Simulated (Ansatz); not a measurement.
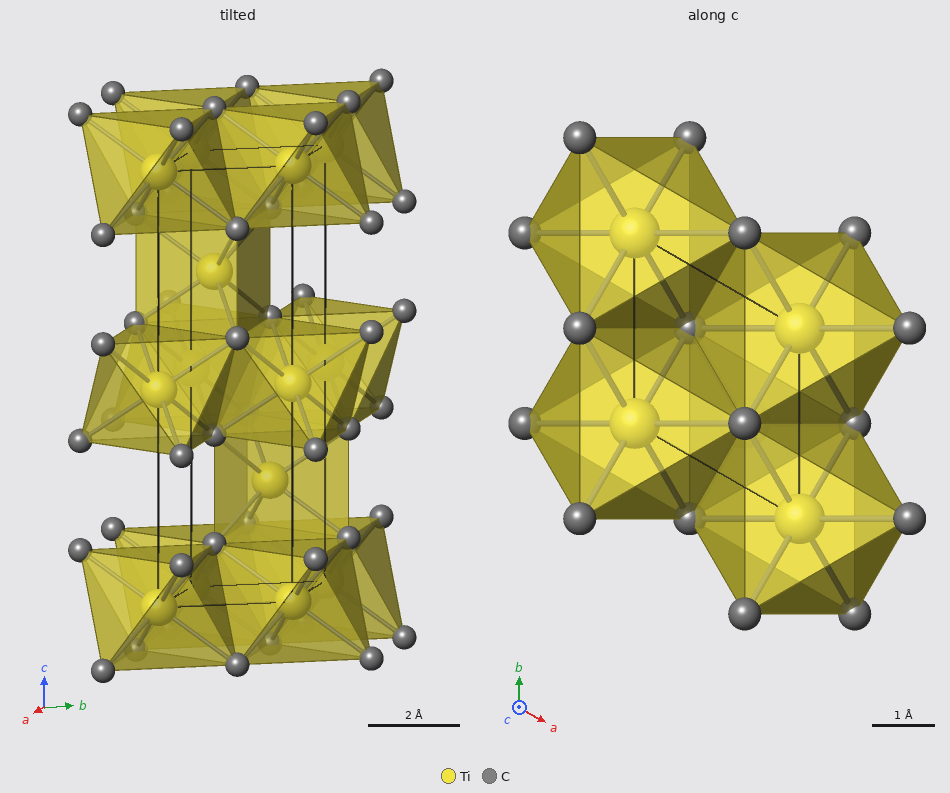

The structure above is drawn in polyhedral style and viewed slightly off an axis and along the c axis. The parallelepiped is the conventional unit cell. Some neighbours outside the box are added.

TiC, space group P6_3/mmc (No. 194), a = 3.101 Å, b = 3.101 Å, c = 9.783 Å, α = 90.00°, β = 90.00°, γ = 120.00°. The model was built from a structure type filled with these elements by a generator (whether the compound takes this form wasn't checked). Earlier steps of the study may have refined or changed the cell and positions. A calculation with Ansatz used it as input.

This one geometry was computed with Ansatz (DFT, plane waves, PAW) at three levels of theory: LDA, PBE and r2SCAN.

> Which level gives the highest pressure at this volume, and what does that say about its equilibrium volume?

Highest: PBE (0.0 GPa), which points to the largest equilibrium volume. Lowest, with the smallest volume: LDA (-12.7 GPa). Levels within 0.5 GPa of each other can't be told apart.

> How does the band gap change with the level of theory?

All levels give a metal.

> Collect the results in a table.

| level | cutoff (eV) | k-mesh of the run's cell | gap (eV) | pressure (GPa) |
| --- | --- | --- | --- | --- |
| LDA | 420 | 12×12×4 | metal | -12.7 |
| PBE | 420 | 12×12×4 | metal | 0.0 |
| r2SCAN | 500 | 12×12×4 | metal | -1.0 |

Gaps are taken on the k-mesh or band path of each run.
